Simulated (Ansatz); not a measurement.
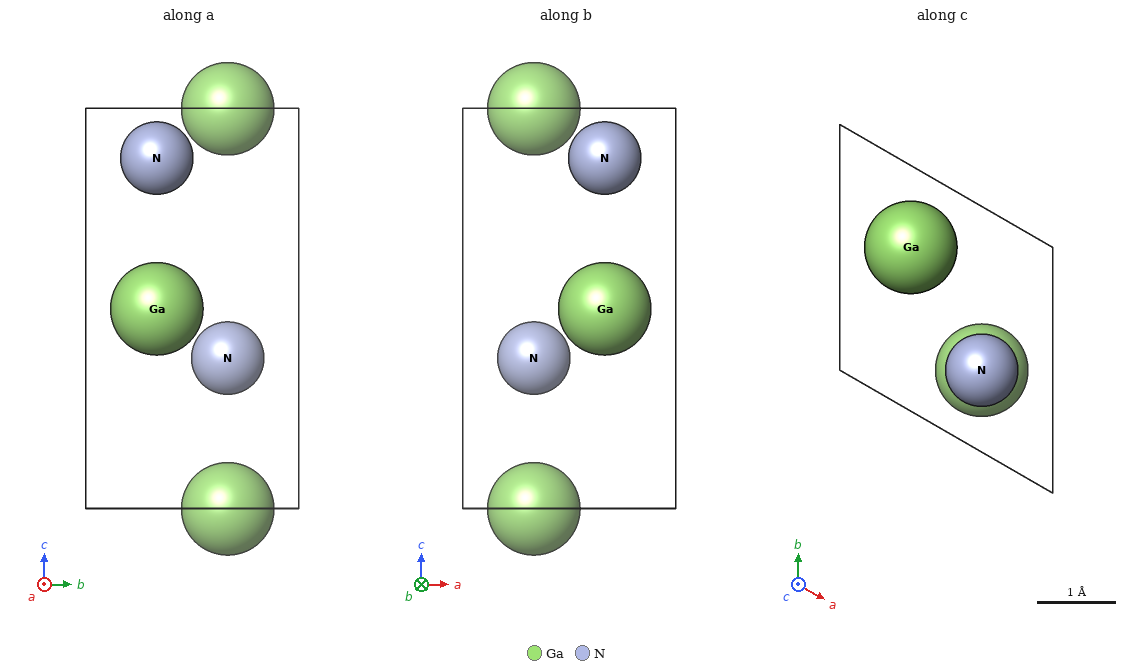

Structure drawing (spheres-only), viewed along the a axis, along the b axis and along the c axis. The wireframe shows the conventional unit cell.

Lattice parameters: a = 3.183 Å, b = 3.183 Å, c = 5.184 Å, α = 90.00°, β = 90.00°, γ = 120.00°.

### Give the structure in the form of a table of Wyckoff sites, with free fractional coordinates to two decimals.

Space group P6_3mc (No. 186).
```json
{"atom": "Ga", "site": "2b", "x": "0.3333", "y": "0.6667", "z": "0.00"}
{"atom": "N", "site": "2b", "x": "0.3333", "y": "0.6667", "z": "0.38"}
```

Its origin is a structure type filled with these elements by a generator (whether the compound takes this form wasn't checked). Earlier steps of the study may have refined or changed the cell and positions. A calculation with Ansatz used it as input.
